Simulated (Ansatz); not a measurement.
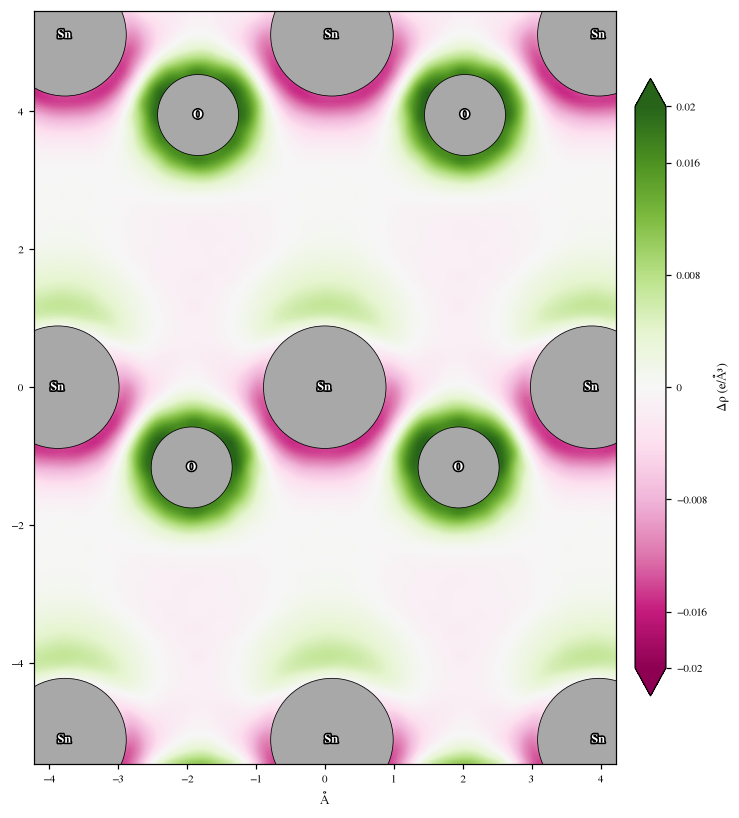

SnO. Difference of the valence pseudo-densities of two functionals at the same geometry, on the (010) plane of the calculation cell: r2SCAN less PBE.

Space group Cmce; a structure from a database of computed crystals, not necessarily the ambient phase.

Both computed with Ansatz (plane waves, PAW), on the same k-point mesh. Grey discs cover the atomic cores.

What does the difference map show?

Against PBE, r2SCAN gives less density around Sn (−0.007 e/Å³ on average at 1.0 Å from the nucleus), more density around O (+0.015 e/Å³ on average at 0.7 Å from the nucleus) and a change of −0.007 e/Å³ at the midpoint of Sn–O.
